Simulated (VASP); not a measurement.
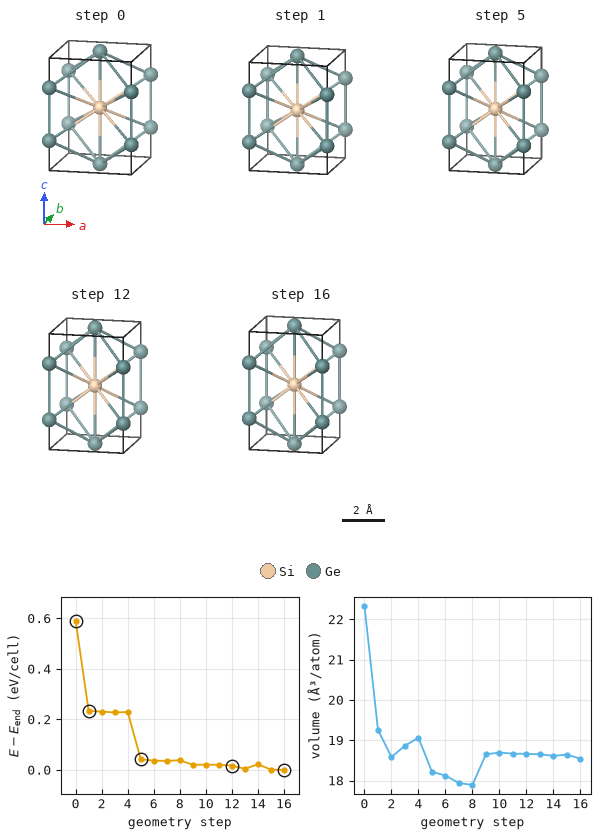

Frames of a relaxation of a crystal of SiGe$_{3}$ (a generated structure, set up in P4/mmm), marked on the history of the run. Style: ball-and-stick. Shown: the cell of the calculation, slightly off an axis.

The run lets cell and atoms move.

Computed with Kohn-Sham DFT of a periodic cell, PBE, VASP PAW PBE potentials, recommended in VASP.

The input:
```
PREC     = Normal         # precision mode
ENCUT    = 520            # plane-wave cutoff, eV
EDIFF    = 1E-4           # SCF threshold, eV
ISMEAR   = 0              # smearing method
SIGMA    = 0.15           # smearing width, eV
LREAL    = F              # projectors in reciprocal space
LASPH    = T              # aspherical terms in the spheres
NELM     = 60             # most SCF steps
ALGO     = Fast           # electronic algorithm
ISIF     = 3              # what is computed and relaxed
LWAVE    = F              # write WAVECAR
LCHARG   = F              # write CHGCAR
GGA      = PE             # functional
IBRION   = 2              # ionic algorithm
NSW      = 24             # ionic steps
EDIFFG   = -0.08          # ionic threshold
```

Launched with:
```bash
cat potpaw_PBE.64/Si/POTCAR potpaw_PBE.64/Ge_d/POTCAR > POTCAR
mpirun -np 1 vasp_std > vasp.out
```

What happens along the run?

Answer. The largest moves relative to the cell, 0.011 Å, are those of Ge atoms. Si stays in place. Cell: a = b 4.030 → 3.587 Å (−11.0 %), c 5.502 → 5.762 Å (+4.7 %). Volume −17.0 %. Some distances before and after: Ge–Si 3.129 → 2.881 Å, Ge–Ge 3.201 → 2.955 Å, Ge–Ge 2.585 → 2.730 Å, Ge–Si 2.751 → 2.881 Å. The space group stays P4/mmm (No. 123). Over 16 geometry steps the energy falls by 0.591 eV per cell of the calculation. Largest force component: 0.33 eV/Å at the start, 0.015 eV/Å at the end. The pressure goes from −7.17 to −0.07 GPa. The volume changes by over a tenth within one run on a fixed set of plane waves, so the end point should be relaxed again from the new cell. It ran on 1 thread of Intel(R) Xeon(R) Platinum 8259CL CPU @ 2.50GHz (Skylake/Cascade Lake), with other jobs on the host. From step 0 to 1: Ge atoms move most (0.02 Å), volume −13.8 %, energy −0.357 eV per cell of the calculation. From step 1 to 5: Ge atoms move most (0.03 Å), volume −5.4 %, energy −0.191 eV per cell of the calculation. From step 5 to 12: volume +2.4 %, energy −25.7 meV per cell of the calculation. From step 12 to 16: Ge atoms move most (0.04 Å), volume −0.7 %, energy −16.9 meV per cell of the calculation.

| step | E − E(0), meV/atom | largest force component, eV/Å | pressure, GPa | volume, Å³/atom |
| --- | --- | --- | --- | --- |
| 0 | 0.00 | 0.3313 | -7.17 | 22.339 |
| 1 | -89.23 | 0.3660 | -0.85 | 19.259 |
| 2 | -89.99 | 0.3287 | 2.15 | 18.584 |
| 3 | -90.81 | 0.4361 | 1.88 | 18.865 |
| 4 | -90.40 | 0.4194 | 0.90 | 19.061 |
| 5 | -137.06 | 0.0493 | 2.53 | 18.217 |
| 6 | -138.55 | 0.0798 | 2.16 | 18.124 |
| 7 | -138.76 | 0.1393 | 0.36 | 17.937 |
| 8 | -138.11 | 0.1563 | 2.85 | 17.892 |
| 9 | -142.62 | 0.0932 | -0.06 | 18.651 |
| 10 | -142.49 | 0.0981 | -1.57 | 18.694 |
| 11 | -142.58 | 0.1242 | -0.17 | 18.666 |
| 12 | -143.48 | 0.0630 | -0.59 | 18.663 |
| 13 | -146.61 | 0.0279 | -0.74 | 18.651 |
| 14 | -142.11 | 0.0905 | -1.08 | 18.613 |
| 15 | -147.40 | 0.0482 | -0.95 | 18.643 |
| 16 | -147.70 | 0.0148 | -0.07 | 18.540 |
